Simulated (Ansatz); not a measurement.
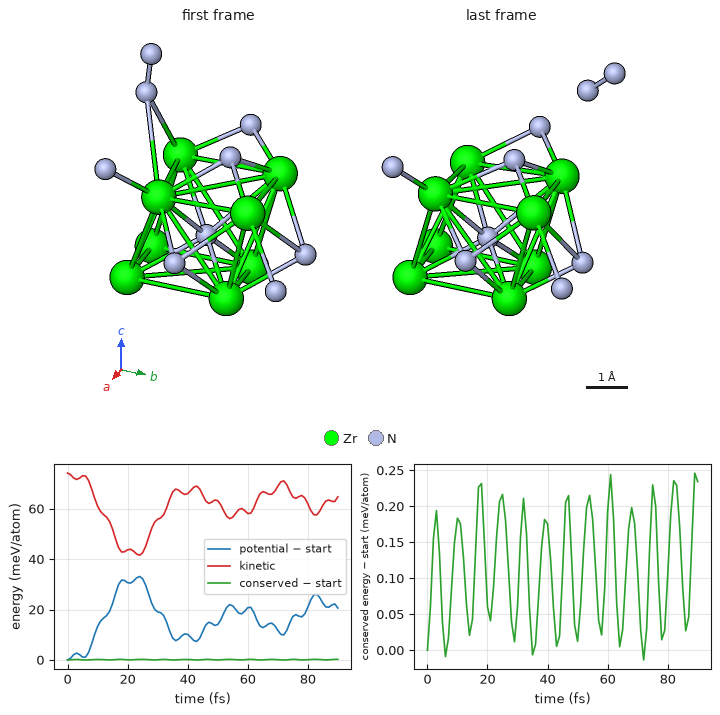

First-principles dynamics of N on ZrN(111) (17 atoms in the cell), 90 fs long. It starts from the last geometry of an earlier run, with fresh velocities. The picture is a ball-and-stick view of the simulation cell, with the vacuum cut short, seen slightly off an axis. Bonds to atoms that aren't drawn are left out.

Level of theory: DFT PBE, scalar-relativistic, plane waves, PAW in Ansatz 0.2.0. Set-up: plane-wave cutoff 420 eV; k-point mesh 2 × 2 × 1; Fermi-Dirac smearing 0.05 eV; spin collinear; low-accuracy preset; 4 atoms held fixed; Nosé-Hoover thermostat (NVT); set temperature 750 K; time step 1 fs; thermostat time 100.0 fs.

Question: How well is the energy conserved, and can the run be trusted?

Answer: The conserved quantity stays between −0.013 and 0.25 meV per atom of its start. A straight-line fit has a slope that amounts to +0.031 meV per atom over 90 fs (under 0.1 % of the mean kinetic energy), its mean offset in the second half is 0.2 %, and the ripple about the line is 0.9 % of the kinetic energy's fluctuation. With a drift under 2 % and a ripple under 7 %, the integration is accurate. Over the second half the temperature averages 635 K (spread ±38 K). The potential energy in the second half lies on average 17.7 meV per atom above the first frame.

Limits of the set-up: the k-point mesh is coarse for a cell with partly filled bands; the program's low-accuracy preset was used; the periodic images lie only 6.5 Å apart, so the values are limited by the cell's size.

The run took 22 min on 2 threads of Intel(R) Xeon(R) 6975P-C (Granite Rapids) (shared host), peak memory 1.2 GiB.

PAW datasets: the set soft_1.
